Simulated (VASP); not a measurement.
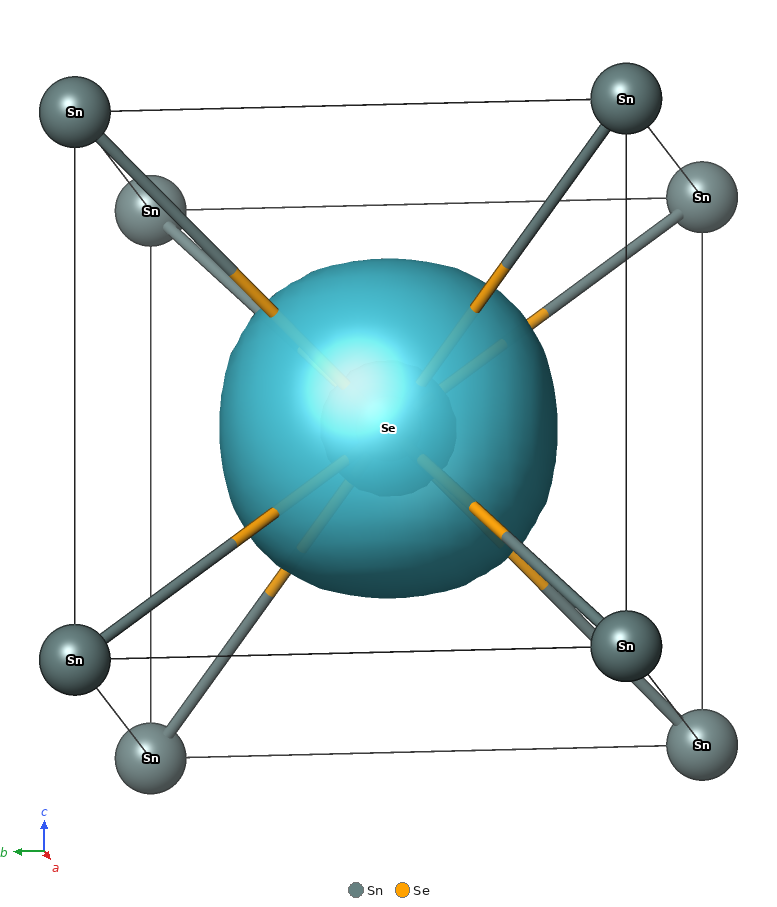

The picture shows: SnSe. Isosurface of the electron localisation function at 0.75 (cyan), seen at an oblique angle. Core shells and regions of very low density are left out. Sticks mark near contacts.

Space group Pm-3m; a generated structure, not necessarily the stable one; computed pressure about −2 GPa in this cell.

Level of theory: Kohn-Sham DFT of a periodic cell, PBEsol, VASP PAW PBE potentials, recommended in VASP 6.6.1.

Core electrons are frozen (PAW), and the valence fields are smoothed inside the atomic spheres.

**Identify the bonds, lone pairs and shells in this picture.**

The ELF exceeds this value in one region wrapped around Se (its valence shell), counted in one cell of 2 atoms. Any copies at cell faces, edges or corners count once. Along the contacts the grid gives the following. Sn–Se (3.17 Å): the ELF is about 0.30 at the midpoint; no localised pair shows between them.
